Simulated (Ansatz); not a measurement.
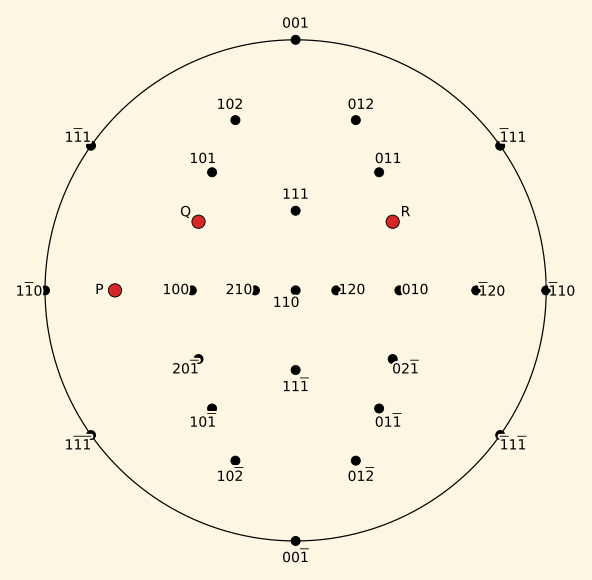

Crystal: Ag₂O, the geometry relaxed with DFT PBE+D3(BJ), scalar-relativistic, plane waves, PAW (Ansatz 0.2.0). Stereographic projection of plane normals (upper hemisphere) centred on (1 1 0). Geometry calculated from the standardised cell; symmetry tolerance 0.002 Å.

a = 4.754 Å, b = 4.754 Å, c = 4.754 Å, α = 90.00°, β = 90.00°, γ = 90.00°.

Q: Index the poles marked P, Q, R.

A: P is (2 −1 0), 71.6° from the centre; Q is (2 0 1), 50.8° from the centre; R is (0 2 1), 50.8° from the centre.

Q: What is the angle between the normals of (−1 1 −1) and (0 0 1), and what are their d_hkl = 1/|g|?

A: 125.3°; d = 2.745 Å and 4.754 Å.
